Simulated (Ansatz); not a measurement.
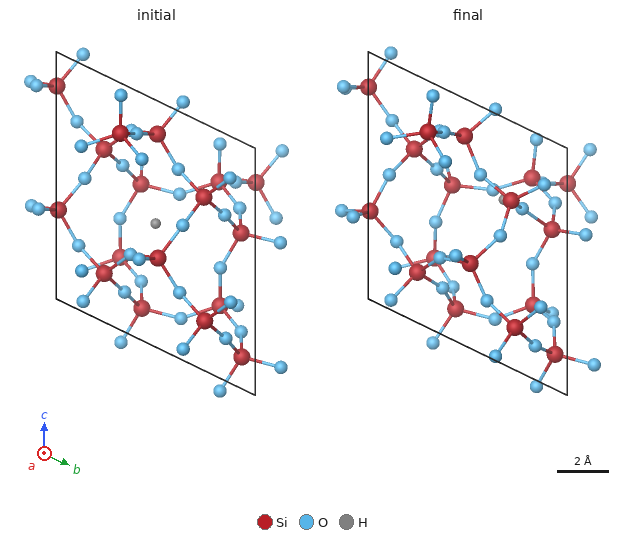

The structure of a defect cell of composition Si16HO32 (cell charge +1) before (left) and after (right) a relaxation, at one scale.

The picture is a ball-and-stick view of the cell of the calculation (origin shifted), seen along the a axis.

Case: H interstitial, charge +1, atoms relaxed at the host's cell.

Theory: DFT PBE, scalar-relativistic, plane waves, PAW in Ansatz 0.2.0. Settings: plane-wave cutoff 420 eV; k-point mesh 2 × 2 × 2; occupations gaussian; smearing width 0.01 eV; mesh shifted by (0.5, 0.5, 0.5); no spin polarisation; atoms relaxed in a fixed cell; force threshold 0.025 eV/Å; at most 45 steps.

### Summarise the run.

The H atom moves most: 1.73 Å roughly along [1 1 1]. By element the largest moves are H 1.73 Å, O 0.84 Å, Si 0.38 Å. The lattice vectors keep their values. Among the contacts that change: H–O 3.073 → 0.985 Å, O–Si 1.617 → 1.790 Å, O–Si 1.626 → 1.596 Å, O–Si 1.624 → 1.652 Å. New bonds form, among them: H–O (3.07 → 0.99 Å). Among the angles between lasting bonds that change: Si–O–Si 173.1° → 144.5°, Si–O–Si 174.0° → 156.7°, Si–O–Si 175.8° → 160.1°. The energy falls by 4.552 eV per cell of the calculation in 21 accepted moves (22 points after the start). The largest force component goes from 0.74 to 0.016 eV/Å. 1 step only repeated the SCF at the same geometry. Cost: 4.8 min on 4 threads of Intel(R) Xeon(R) 6975P-C (Granite Rapids), with other jobs on the host, peak memory 2.7 GiB.

Limits of the set-up: the cell is charged, on a uniform background, and energies carry no finite-size correction.
